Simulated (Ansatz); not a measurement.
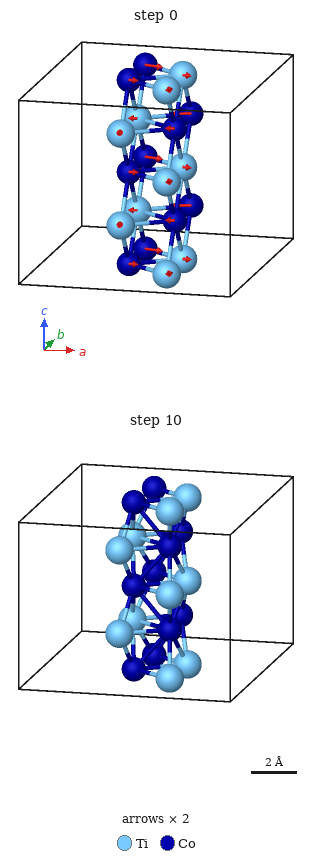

The structure of a wire of composition TiCo before (top) and after (bottom) a relaxation, at one scale. The red arrows give the displacements (the part carried along by the change of the cell is left out), 2 times their true length.

The picture is a ball-and-stick view of the 2 repeat of the cell, with the vacuum cut short, seen slightly off an axis.

Case: wire along [1 1 0], 8 atoms a period.

The calculation used DFT PBE, scalar-relativistic, plane waves, PAW in Ansatz 0.2.0. Settings: plane-wave cutoff 420 eV; k-point mesh 1 × 1 × 13; occupations gaussian; smearing width 0.05 eV; collinear spin; cell relaxed at fixed a, b, alpha, beta, gamma; force threshold 0.02 eV/Å; at most 45 steps.

What changed between the two?

Answer. The largest moves relative to the layer's centre, 0.46 Å, are those of Co atoms. Largest moves by element: Co 0.46 Å, Ti 0.21 Å. Along the periodic axis the drawn cell goes c 8.445 → 7.665 Å (−9.2 %). Near-neighbour distances that change, for instance: Co–Co 2.986 → 2.276 Å, Co–Co 2.986 → 2.529 Å, Co–Ti 2.586 → 2.331 Å, Co–Ti 2.586 → 2.377 Å. New bonds form: Co–Co (2.99 → 2.28 Å). Among the angles between lasting bonds that change: Co–Ti–Co 180.0° → 154.1°, Ti–Co–Ti 180.0° → 161.2°, Co–Ti–Co 70.5° → 56.8°. After 9 accepted moves (10 points after the start) the energy has fallen by 2.708 eV per cell of the calculation. Largest force component: 1.6 eV/Å at the start, 0.0042 eV/Å at the end. At 1 point the geometry stayed and the basis and grid were re-selected for the new cell (energy shift of 4.7 meV per cell of the calculation at most each time). Cost: 2.2 min on 4 threads of AMD EPYC 9R45 96-Core Processor (Zen 5), with other jobs on the host, peak memory 1.7 GiB.

Limits of the set-up: the k-point mesh is coarse for a cell with partly filled bands.
